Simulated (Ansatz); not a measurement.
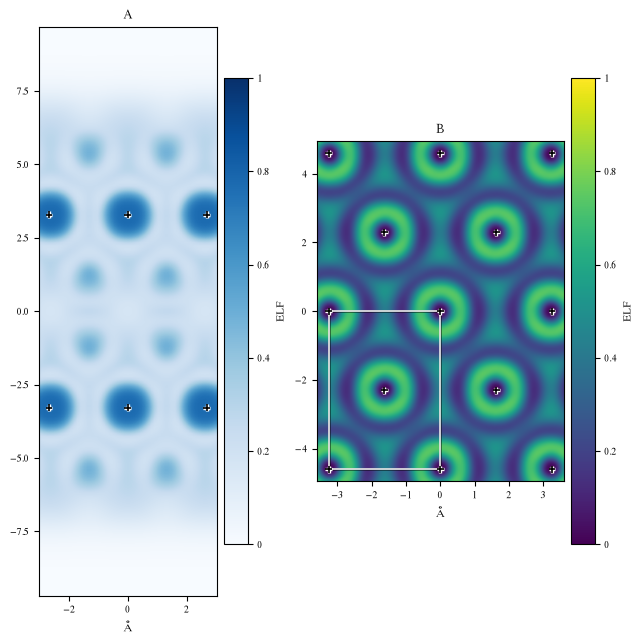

The ELF of 2 systems, each on a plane through atoms (crosses mark nuclei in the plane).

Computed with DFT r2SCAN, scalar-relativistic, plane waves, PAW in Ansatz 0.2.0.

System 1: Rh (slab), the (100) plane of the calculation cell, a cut from vacuum to vacuum. Not relaxed (largest force 0.3 eV/Å); computed without spin polarisation.

```xyz
6
Lattice="2.6869 0.0000 0.0000 -1.3435 2.3270 0.0000 0.0000 0.0000 25.9694" Properties=species:S:1:pos:R:3 pbc="T T T"
Rh    1.3435    0.7756    7.5000
Rh    0.0000    1.5513    9.6939
Rh    0.0000    0.0000   11.8877
Rh    1.3435    0.7756   14.0816
Rh    0.0000    1.5513   16.2755
Rh    0.0000    0.0000   18.4694
```

System 2: Ta, the (11̄0) plane of the conventional cell. Space group Im-3m; computed pressure about 11 GPa in this cell; computed without spin polarisation.

```cif
data_structure
_symmetry_space_group_name_H-M 'P 1'
_symmetry_Int_Tables_number 1
_cell_length_a 3.2529
_cell_length_b 3.2529
_cell_length_c 3.2529
_cell_angle_alpha 90.000
_cell_angle_beta 90.000
_cell_angle_gamma 90.000
_cell_volume 34.42
loop_
_atom_site_label
_atom_site_type_symbol
_atom_site_fract_x
_atom_site_fract_y
_atom_site_fract_z
_atom_site_occupancy
Ta1 Ta 0.00000 0.00000 0.00000 1
Ta2 Ta 0.50000 0.50000 0.50000 1
```

Which map belongs to which system?

Panel A is system 1, Rh: the plane holds Rh. Rh–Rh (2.69 Å): the ELF is about 0.25 at the midpoint: no shared electron pair shows on this line. Panel B is system 2, Ta: the plane holds Ta. Ta–Ta (2.82 Å): the ELF is about 0.30 at the midpoint: no localised pair shows between them.
